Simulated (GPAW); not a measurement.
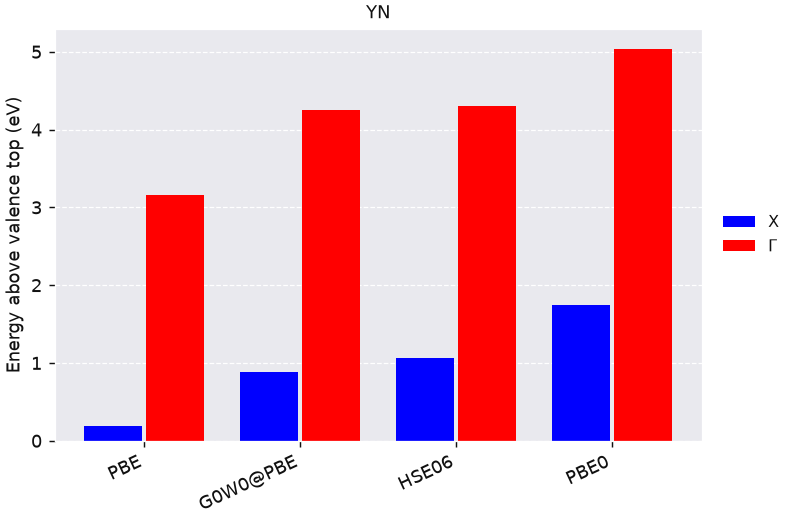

Lowest conduction level at each named k point, counted from the valence-band top at Γ, by several methods on one cell of rocksalt YN, space group Fm-3m (No. 225), 2 atoms in the primitive cell; cubic a = 4.877 Å. All runs are without spin-orbit coupling and carry no moments.

Does G0W0@PBE shift these levels rigidly from PBE?

The shifts are +0.69 eV at X and +1.09 eV at Γ: a spread of 0.40 eV on a mean of 0.89 eV, so one shift doesn't describe them.

How do the methods rank at X?

From low to high: PBE 0.19, G0W0@PBE 0.88, HSE06 1.07, PBE0 1.74 eV.

Do the methods agree on which of these conduction levels is lowest?

Yes: all put it at X.

```
  method  program  X (eV)  Γ (eV)
     PBE     GPAW    0.19    3.16
G0W0@PBE     GPAW    0.88    4.25
   HSE06     GPAW    1.07    4.30
    PBE0     GPAW    1.74    5.04
```

Settings. PBE: GPAW PAW data sets (gpaw-data 1.2.1), 8×8×8 k mesh, 600 eV cutoff, Fermi-Dirac smearing of 0.05 eV (GPAW 26.7.0). G0W0@PBE: PBE, GPAW PAW data sets (gpaw-data 1.2.1), 6×6×6 k mesh, 600 eV cutoff, Fermi-Dirac smearing of 0.001 eV (GPAW 26.7.0), G0W0 with response cutoff 150 eV, frequency model plasmon pole and response bands 120, extrapolated in the response cutoff. HSE06: GPAW PAW data sets (gpaw-data 1.2.1), 6×6×6 k mesh, 600 eV cutoff, Fermi-Dirac smearing of 0.05 eV (GPAW). PBE0: GPAW PAW data sets (gpaw-data 1.2.1), 6×6×6 k mesh, 600 eV cutoff, Fermi-Dirac smearing of 0.05 eV (GPAW 26.7.0).

These are four of the 14 methods that were run on this cell. HSE06 and PBE0: the PAW data sets were made with another functional. HSE06 and PBE0: the k mesh is thin for exact exchange. LDA, GGA and most meta-GGA functionals understate gaps. G0W0@PBE: the k mesh is coarse. G0W0@PBE: the quasiparticle gap is taken among the few k points that were corrected. G0W0@PBE: the long-wavelength limit can be off by several per cent where d states take part.
